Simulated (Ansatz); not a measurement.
Given this structure:

```
CELL_PARAMETERS angstrom
2.82262 0.00000 0.00000
0.00000 5.11187 0.00000
0.00000 0.00000 4.89317
ATOMIC_POSITIONS crystal
Au 0.00000 0.33467 0.75000
Au 0.50000 0.16533 0.25000
Au 0.50000 0.83467 0.75000
Au 0.00000 0.66533 0.25000
```

Q: Give a crystallographic description of this input.

A: The element is gold. Symmetry: Cmcm (No. 63), base-centred orthorhombic lattice. The cell holds four atoms. About every Au there are twelve Au in an anticuboctahedral arrangement at 2.82 to 2.97 Å. The bonds build a three-dimensional framework.

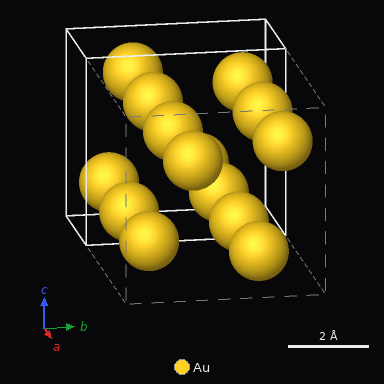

Drawn in the spheres-only manner and seen slightly off an axis. Solid lines give the conventional unit cell, repeated here 3×1×1 times. Colours: gold yellow.

The structure was taken from a structure listed in the Materials Project. Earlier steps of the study, as a rule a relaxation of our own, may have changed the cell and positions, so they can lie some per cent off the listed ones. It was run through Ansatz as a DFT input.
